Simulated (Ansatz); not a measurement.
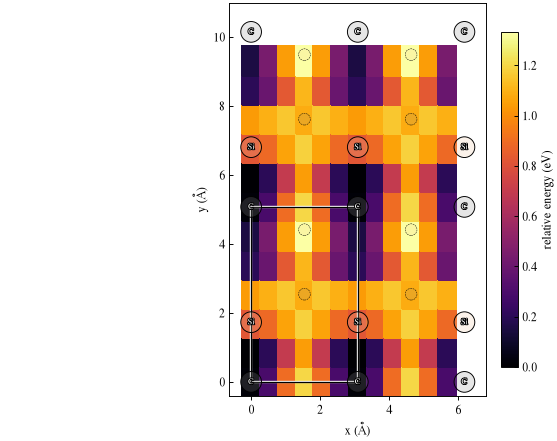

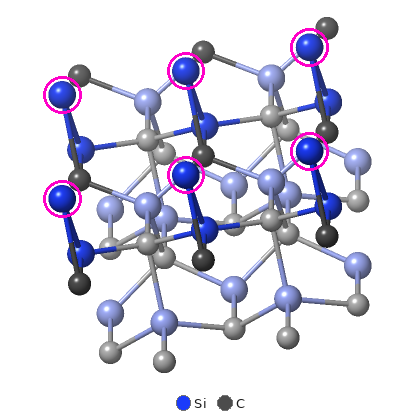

Energy landscape of Si on a SiC(100) slab cut from the P6_3mc phase, its upper half relaxed before the scan (8 atoms of substrate and one adsorbate in a 1 × 1 cell). Si is moved over the surface cell; relaxed at each place: the height of the adsorbate's atoms; substrate rigid; the origin of the map has the adsorbate above C8. Places are given modulo a cell vector. The map is drawn in real space over the plane of the surface. Grid: 6 × 6 points; 24 points were computed and 12 follow by symmetry. Energies: eV, counted from the lowest grid point. The magnetic moment jumps between some neighbouring points. With one adsorbate in each 1 × 1 cell, its nearest image is 3.1 Å away, so neighbouring adsorbates interact. All numbers below come from DFT PBE, scalar-relativistic, plane waves, PAW (Ansatz). Settings: cutoff 420 eV, k-mesh 9×5×1, gaussian smearing 0.05 eV, spin-polarised.

In the figure: one coloured cell a grid point, labelled circles for the atoms of the top layer and small ones for the second layer, the outline of one cell of the 2 × 2 shown. The second picture is the structure at the lowest point; rings mark the moved atoms.

What does the map say about the system?

The lowest grid point is at a bridge site between C and Si, (0/6, 1/6) of the cell vectors. The highest grid point, (3/6, 5/6) of the cell vectors [nearest 1 Si at 2.76 Å and 2 C at 2.70 Å], lies 1.33 eV above the lowest. At the lowest point the adsorbate has 1 C at 2.13 Å as nearest neighbours, at the highest 1 Si at 2.76 Å and 2 C at 2.70 Å. Its relaxed height above the top atom is 1.95 Å at the lowest and 2.05 Å at the highest point.

Grid values (eV):

| second ↓, first → | 0/6 | 1/6 | 2/6 | 3/6 | 4/6 | 5/6 |
| --- | --- | --- | --- | --- | --- | --- |
| 5/6 | 0.15 | 0.44 | 1.04 | 1.33 | 1.04 | 0.44 |
| 4/6 | 0.20 | 0.39 | 0.83 | 1.11 | 0.83 | 0.39 |
| 3/6 | 1.04 | 1.09 | 1.15 | 1.09 | 1.15 | 1.09 |
| 2/6 | 0.82 | 0.89 | 1.06 | 1.18 | 1.06 | 0.89 |
| 1/6 | 0.00 | 0.20 | 0.69 | 1.04 | 0.69 | 0.20 |
| 0/6 | 0.02 | 0.29 | 0.90 | 1.20 | 0.90 | 0.29 |

Each point was launched as `ansatz run input.yaml --threads 2 --pin off --max-ram 6144MiB --backend cpu --events-out ev --progress --plain --runs-dir out`. Time for the 24 points that were run: 42 min on 2 threads of AMD EPYC 7R43 64-Core Processor (Zen 3) (shared host).

PAW datasets: the set soft_1.
